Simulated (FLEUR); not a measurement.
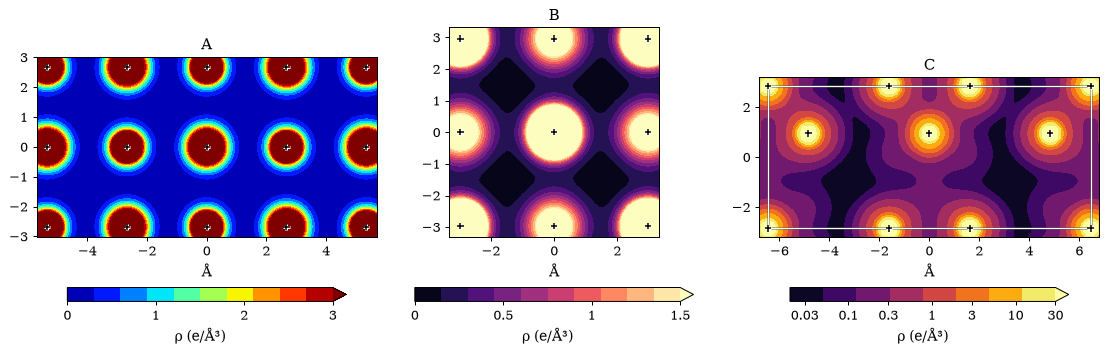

The total electron density of 3 systems, each on a plane through atoms (crosses mark nuclei in the plane).

Theory: FLEUR, Kohn-Sham DFT of a periodic cell, PBEsol, all-electron.

System 1: KF, the (010) plane of the conventional cell. Space group Fm-3m.

```
K F
1.0
     5.34370    0.00000    0.00000
     0.00000    5.34370    0.00000
     0.00000    0.00000    5.34370
K F
4 4
Direct
  0.00000 0.00000 0.00000
  0.50000 0.50000 0.00000
  0.50000 0.00000 0.50000
  0.00000 0.50000 0.50000
  0.50000 0.00000 0.00000
  0.00000 0.50000 0.00000
  0.00000 0.00000 0.50000
  0.50000 0.50000 0.50000
```

System 2: PbS, the (100) plane of the conventional cell. Space group Fm-3m.

```
Pb S
1.0
     5.93150    0.00000    0.00000
     0.00000    5.93150    0.00000
     0.00000    0.00000    5.93150
Pb S
4 4
Direct
  0.00000 0.00000 0.00000
  0.50000 0.50000 0.00000
  0.50000 0.00000 0.50000
  0.00000 0.50000 0.50000
  0.50000 0.00000 0.00000
  0.00000 0.50000 0.00000
  0.00000 0.00000 0.50000
  0.50000 0.50000 0.50000
```

System 3: MoSe2, the (110) plane of the conventional cell. Space group P6₃/mmc.

```yaml
crystal:
  lattice:
    - [3.28800, 0.00000, 0.00000]
    - [-1.64400, 2.84749, 0.00000]
    - [0.00000, 0.00000, 12.90000]
  atoms:
    - { symbol: Mo, position: [0.66667, 0.33333, 0.75000] }
    - { symbol: Mo, position: [0.33333, 0.66667, 0.25000] }
    - { symbol: Se, position: [0.66667, 0.33333, 0.37500] }
    - { symbol: Se, position: [0.33333, 0.66667, 0.87500] }
    - { symbol: Se, position: [0.66667, 0.33333, 0.12500] }
    - { symbol: Se, position: [0.33333, 0.66667, 0.62500] }
```

**Match each panel to its system.**

Panel A is system 1, KF: the plane holds K and F. K–F (2.67 Å): ρ is about 0.12 e/Å³ halfway. Panel B is system 2, PbS: the plane holds Pb and S. Pb–S (2.97 Å): ρ is about 0.22 e/Å³ halfway. Panel C is system 3, MoSe2: the plane holds Mo and Se. Mo–Se (2.49 Å): the density is about 0.56 e/Å³ at the midpoint.
